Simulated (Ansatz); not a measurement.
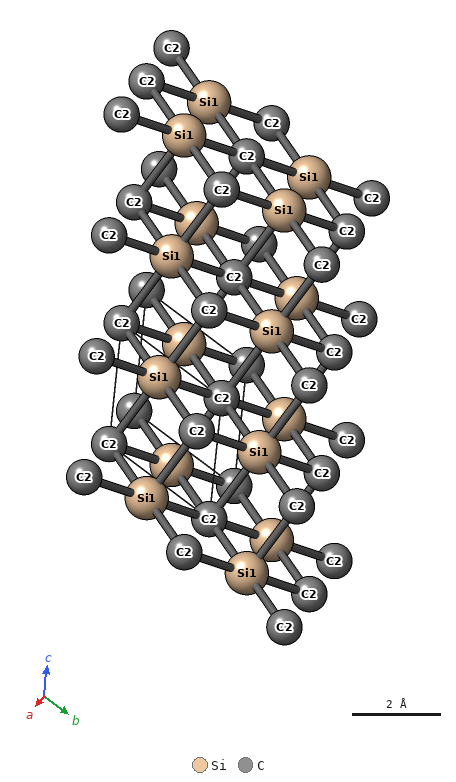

**Figure 1.** The structure as given in the input (ball-and-stick view of the cell of the calculation, repeated 2 × 2 × 3, seen slightly off an axis; atoms are numbered from 1 in the order of the input). Near neighbours in the crystal (not all of them lie inside the picture): Si has 6 C at 2.03 Å; C has 6 Si at 2.03 Å.

Run report: SiC, single-point calculation

- system: SiC (2 atoms in the cell)
- method: DFT, PBE, plane waves, PAW, no spin polarisation (Ansatz 0.2.0)

The structure was made by a generator, so it may or may not be a known phase. Figures and captions count atoms from 1; the log counts them from 0 in places.

## What the program printed
```
Engine: ansatz 0.2.0, aarch64-unknown-linux-gnu
Pseudopotentials: kind: paw
Pseudopotential: Si, paw, valence charge 4, recommended cutoff 420 eV (normal), Si.paw.azcp
Pseudopotential: C, paw, valence charge 4, recommended cutoff 420 eV (normal), C.paw.azcp
Functional definition: PBE
  parameter kappa = 0.804
  parameter beta = 0.06672455060314922
  exchange = pbe_x(kappa = kappa, mu = beta*pi^2/3)
  correlation = pbe_c(beta = beta)
Crystal: 2 atoms, lattice volume = 16.692 Å³
Basis set: ecut = 420 eV, 331 PW (Γ), exchange–correlation on 40×40×40 points (8 copies of the dense FFT grid, shifted against one another)
Bands: 8, of which v1, the nominal top of the filled ones, is band 4 counted from 1 (3 counted from 0)
Symmetry: 16 space group operations
Space group: I4/mmm (ITA 139), of the structure as read, at distance tolerance 2.6e-5 Å
k-points: 1330 of 17576
Non-local potential: Si, projectors of the file, l = 0: 2, l = 1: 2, l = 2: 2
Non-local potential: C, projectors of the file, l = 0: 2, l = 1: 2, l = 2: 1
PAW form: soft (Blöchl's): semilocal exchange-correlation on the pseudo side does not see the compensation charge
PAW one-centre angular grid: Si, 110 points (default); XC on 64 Gauss nodes
PAW one-centre angular grid: C, 110 points (default); XC on 64 Gauss nodes
Initial density: superposition of atomic densities (neutral atoms: chi_scale 0, normalization atom), corrected by the library's trained network
Initial wavefunctions: pseudopotential atomic-orbital guess
Functional: x = pbe(κ = 0.804, μ = 0.2195149727645171), c = pbe(β = 0.06672455060314922)
SCF iter   1: F=—  HF=-885.685316 eV  |F-HF|=—  |Δ(HF+E_count)|=         —  Δρ=6.42e-3  dr2=7.50e-3  ethr=1.77e-3  ⟨swp⟩=6.0  Hψ=82793  notcnv=0
preconditioner: auto → none  [metal: no gap  n_scr=0 (ndim 8)  ℏωp=25.7 eV  f_vac=0.000]
SCF iter   2: F=—  HF=-885.683160 eV  |F-HF|=—  |Δ(HF+E_count)|=   2.16e-3  Δρ=1.73e-3  dr2=3.48e-4  ethr=9.37e-5  ⟨swp⟩=2.3  Hψ=27769  notcnv=0
SCF iter   3: F=—  HF=-885.683131 eV  |F-HF|=—  |Δ(HF+E_count)|=   2.87e-5  Δρ=6.17e-4  dr2=1.74e-5  ethr=4.35e-6  ⟨swp⟩=2.6  Hψ=20358  notcnv=0
SCF iter   4: F=—  HF=-885.683169 eV  |F-HF|=—  |Δ(HF+E_count)|=   3.79e-5  Δρ=3.03e-5  dr2=1.24e-7  ethr=2.17e-7  ⟨swp⟩=2.1  Hψ=21055  notcnv=0
iter 5 did not close the SCF: its close was put off for the readings that it lacked (scf_convergence_deferred on its scf_iter line)
SCF iter   5: F=-885.683169 eV  HF=-885.683169 eV  |F-HF|=3.05e-9  |Δ(HF+E_count)|=   4.73e-8  Δρ=6.05e-6  dr2=5.74e-9  ethr=1.55e-9  ⟨swp⟩=2.2  Hψ=20384  notcnv=0
SCF iter   6: F=-885.683169 eV  HF=-885.683169 eV  |F-HF|=9.78e-12  |Δ(HF+E_count)|=  4.76e-10  Δρ=8.31e-7  dr2=7.25e-11  ethr=7.17e-11  ⟨swp⟩=1.3  Hψ=37265  notcnv=0
SCF 1 converged in 6 iterations: F = -885.683169 eV  dr2 = 7.25e-11
  greatest PAW one-centre occupation: 0.645 electrons in one spin orbital (limit 2), on the C atom at site 1 (counted from 0), in its partial waves of l = 0
SCF converged after 6 iterations
Free energy (F): -885.683169 eV
Harris-Foulkes:  -885.683169 eV  (|F-HF|=9.78e-12)
Internal energy: -885.683164 eV  (E = F + TS)
E sigma→0 (E₀):  -885.683169 eV
Entropy (-TS):   -0.000006 eV (-0.003 meV/atom)
Fermi energy:    13.944577 eV
--- Per-component energies (eV) ---
  E_band       = 54.436624
  E_kinetic    = 139.187040
  E_local      = -53.445581  (includes V_loc(G=0)·N_el)
  E_nonlocal   = 49.577729
  E_hartree    = 19.461575
  E_xc         = -106.467505
  E_vxc        = -110.868938  (∫ρ·V_xc dr)
  E_paw        = -611.730251  (= ΣΔE_a)
  E_vpaw       = -8.936729  (= ΣTr[D̂ρ^β])
  E_aug_tail   = 0.000012  (compensation charges beyond the density's cutoff)
  E_ewald      = -322.266183
  E_smearing   = -0.000006  (= −TS)
  E_closure    = 0.000000  (closes the sum)
  Σ components = -885.683169   (vs F -885.683169, Δ=0.00e0)
--- Forces (eV/Å), atoms counted from 1 ---
  atom   1  Si    -0.00000000     0.00000000    -0.00000000
  atom   2  C      0.00000000     0.00000000     0.00000000
  max |Σ_I F_I| component: 2.13e-31 eV/Å
--- Stress (GPa, compression-positive) ---
       -0.236970       0.000000       0.000000
        0.000000      -0.236970      -0.000000
        0.000000       0.000000      -0.215445
  P = ⅓ Tr σ = -0.2298 GPa (-2.298 kbar)
--- Band table (eV; the first three rows and the last of 1330) ---
  k-point 0: bands = ["-4.3783", "14.0113", "14.0154", "14.0154", "21.3708", "22.9396", "22.9396", "22.9432"]
  k-point 1: bands = ["-4.3305", "13.8978", "13.9012", "13.9019", "21.4918", "22.6905", "23.1027", "23.1060"]
  k-point 2: bands = ["-4.1873", "13.5796", "13.5859", "13.5901", "21.7945", "22.0731", "23.5505", "23.5527"]
  k-point 1329: bands = ["2.5244", "4.2682", "9.7332", "9.7332", "13.0427", "16.5689", "28.7635", "28.7635"]
```

This output came from the following input.

## The input
```yaml
crystal:
  lattice:
    - [-1.4344507242, 1.4344507242, 2.0280771166]
    - [1.4344507242, -1.4344507242, 2.0280771166]
    - [1.4344507242, 1.4344507242, -2.0280771166]
  atoms:
    - { symbol: Si, position: [0.5, 0.5, 0.0] }
    - { symbol: C, position: [0.0, 0.0, 0.0] }
basis:
  ecutwfc: 420
kpoints:
  mp_grid: { grid: [26, 26, 26] }
hamiltonian:
  xc: pbe
scf:
  occupations: { method: tetrahedron_uncorrected }
  lower_state_search: standard
output:
  forces: true
  eigenvalues: true
  stress: true
```

Command:
```bash
ansatz run input.yaml --threads 1 --pin off --max-ram 2560MiB --backend cpu --events-out ev --progress --plain --runs-dir out
```

## Results in brief

| quantity | value |
| --- | --- |
| outcome | converged |
| space group (tolerance 0.01 Å) | Fm-3m (225) |
| electrons treated | 8 |
| free energy | −885.6832 eV |
| Fermi energy | 13.945 eV |
| gap on the k-point mesh | none (metallic) |
| pressure | −0.23 GPa |
| largest force (length of the vector) | under 0.001 eV/Å |
| hardware | 1 thread of Arm Neoverse V2, 24 GiB of memory available, shared host |
| wall time | 9.2 s |
| peak memory | 0.47 GiB |

Settings chosen away from the usual ones: scf.occupations.width removed; scf.occupations.method set to tetrahedron_uncorrected (from gaussian); scf.lower_state_search set to standard.
